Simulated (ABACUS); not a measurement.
**Energy of Yb along an even scaling of the cell**

System: Yb (Im-3m, 1 atom in the cell).
Method: Kohn-Sham DFT of a periodic cell, PBE, PseudoDojo NC SR 0.4.1 PBE standard, lanthanides 3+ (f in core), spin-polarised (ABACUS 3.10.1).

The 7 runs differ only in the geometry, by an even scaling of the cell at fixed fractional positions. The structure derives from a Materials Project entry.

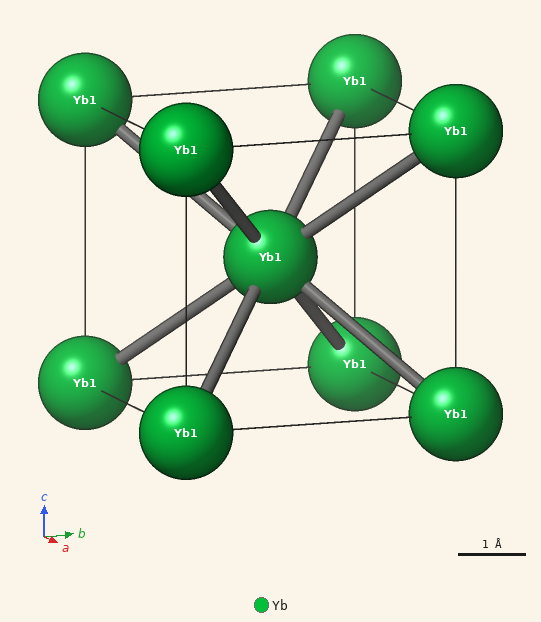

Figure 1. The structure of run 4 (ball-and-stick view of the cell 2 times as large as that of the calculation, set on its symmetry axes, seen slightly off an axis; atoms are numbered from 1 in the order of the input).

## Input file of run 4
```
INPUT_PARAMETERS
suffix              Yb
calculation         scf
basis_type          pw
pseudo_dir          ./
symmetry            1
dft_functional      pbe
ecutwfc             50
pseudo_rcut         10
nspin               2
nbands              10
ks_solver           dav
smearing_method     fd
smearing_sigma      0.00367493
scf_thr             1e-08
scf_nmax            100
mixing_type         broyden
mixing_beta         0.4
cal_force           1
cal_stress          1
kpar                4
```

## File STRU of run 4
```
ATOMIC_SPECIES
Yb 173.0540 Yb.upf

LATTICE_CONSTANT
1.8897261246

LATTICE_VECTORS
-2.1514830000 2.1514830000 2.1514830000
2.1514830000 -2.1514830000 2.1514830000
2.1514830000 2.1514830000 -2.1514830000

ATOMIC_POSITIONS
Direct

Yb
0.0
1
0.0000000000 0.0000000000 0.0000000000 1 1 1 mag 0
```

## File KPT of run 4
```
K_POINTS
0
Gamma
9 9 9 0 0 0
```

Command:
```bash
OMP_NUM_THREADS=1 mpirun -np 4 abacus > log
```

Run 3 differs from it as follows:
```diff
--2.1514830000 2.1514830000 2.1514830000
-2.1514830000 -2.1514830000 2.1514830000
-2.1514830000 2.1514830000 -2.1514830000
+-2.1370430817 2.1370430817 2.1370430817
+2.1370430817 -2.1370430817 2.1370430817
+2.1370430817 2.1370430817 -2.1370430817
```

## Results, with one run withheld

| run | volume per atom (Å³) | free energy per atom, from the lowest run given (meV) | pressure (GPa) |
| --- | --- | --- | --- |
| 1 | 37.446 | 0.00 | −7.19 |
| 2 | 38.242 | 35.20 | −7.57 |
| 3 | 39.039 | ? | ? |
| 4 | 39.836 | 110.60 | −8.18 |
| 5 | 40.633 | 150.50 | −8.44 |
| 6 | 41.429 | 191.65 | −8.67 |
| 7 | 42.226 | 233.90 | −8.87 |

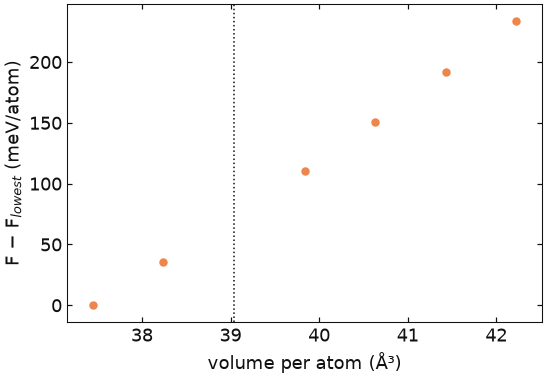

Figure 2. Free energy per atom of the runs given; the dotted line marks run 3.

Fit the runs given and predict run 3.

A cubic polynomial in V^(−2/3) (the Birch–Murnaghan form), fitted to the 6 runs given, misses them by at most 0.03 meV per atom. With x = V^(−2/3) − 0.08563 Å⁻², it reads F = 114.17 − 34511 x + 1.0381e+06 x² − 6.2146e+06 x³ (meV per atom). At run 3 it gives 72.12 meV per atom, and the run itself gives 72.15. The slope of the fit gives a pressure −dF/dV of −7.59 GPa there, and the run prints −7.90 GPa. The two needn't agree exactly: the fit is approximate, and the printed stress is taken on a finite basis. The fit has no minimum inside this range.

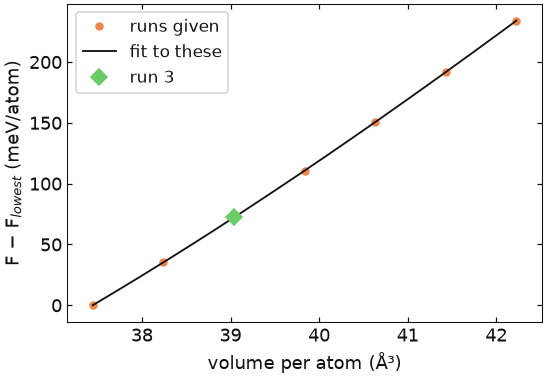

Figure 3. The fit and the withheld run.

## Some lines of the output (run 3)
```
[...]
 E_Fermi        0.5433938017         7.3932519604
 E_Fermi        0.5387084617         7.3295046393
 E_Fermi        0.5390524587         7.3341849588
 E_Fermi        0.5387962033         7.3306984255
 E_Fermi        0.5386149779         7.3282327276
 E_Fermi        0.5384549890         7.3260559674
 E_Fermi        0.5383922581         7.3252024697
 E_Fermi        0.5381995650         7.3225807450
 E_KS(sigma->0) -93.1404275606       -1267.2405289807
 E_Fermi        0.5380924819         7.3211238048
 final etot is -1267.251102 eV
 EFERMI = 7.3211238048 eV
 TOTAL-PRESSURE: -79.016911 KBAR
 !FINAL_ETOT_IS -1267.2511020146694136 eV
```

Notes: Points of doubt noted for this run: f electrons in core.
